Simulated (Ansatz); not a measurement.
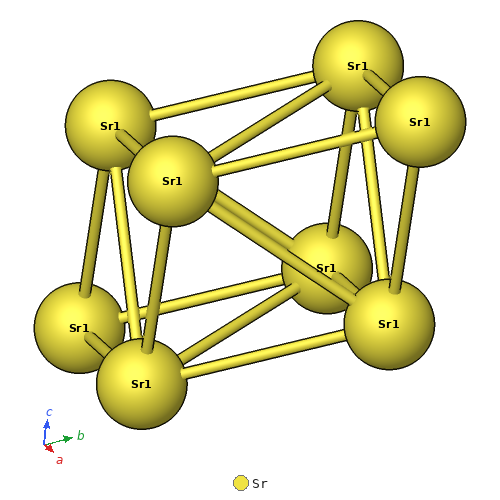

The system is Sr (Fm-3m, No. 225; 1 atom in the cell); the picture shows the reference structure. The cell is strained homogeneously, by one strain along x and y and another along z, with fractional coordinates fixed (x, y and z along the cube axes). The first coordinate is: strain along x and y; the second: strain along z. The grid has 5 × 5 points. Points are written as (first, second). All energies are given in meV/atom relative to the lowest grid point. The reference cell is the one listed in the database, not relaxed at this level. These are results of DFT PBEsol, scalar-relativistic, plane waves, PAW in Ansatz 0.2.0, not measurements. Settings: cutoff 420 eV, k-mesh 10×10×10, gaussian smearing 0.03 eV, no spin polarisation.

Its coordinates:

```xyz
1
Lattice="0.0000 3.0423 3.0423 3.0423 0.0000 3.0423 3.0423 3.0423 0.0000" Properties=species:S:1:pos:R:3 pbc="T T T"
Sr    0.0000    0.0000    0.0000
```

Range: strain along x and y from −5.0 to 5.0 %; strain along z from −5.0 to 5.0 %.

**What will the energy surface look like?**

The lowest grid point is at (−2.5 %, −2.5 %). It is the only kind of minimum in the scanned range. The highest grid point, (5.0 %, 5.0 %), lies 94 meV/atom above the lowest.

| strain along z ↓, strain along x and y → | −5.0 | −2.5 | 0.0 | 2.5 | 5.0 |
| --- | --- | --- | --- | --- | --- |
| 5.0 | 8 | 16 | 34 | 61 | 94 |
| 2.5 | 3 | 8 | 23 | 46 | 76 |
| 0.0 | 1 | 2 | 14 | 34 | 61 |
| −2.5 | 3 | 0 | 7 | 23 | 47 |
| −5.0 | 9 | 0 | 3 | 15 | 34 |

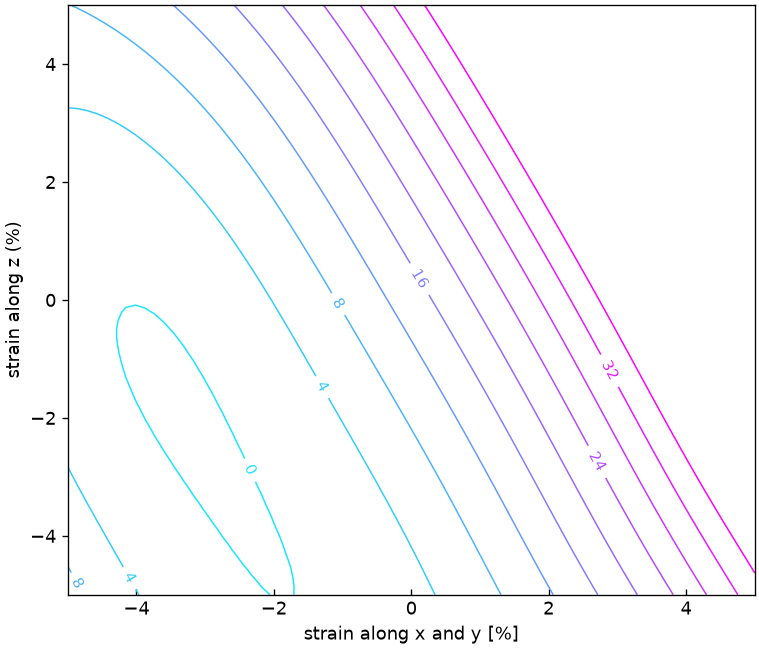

In the figure: contour lines labelled in meV/atom (none above 36). Between grid points the surface is interpolated.
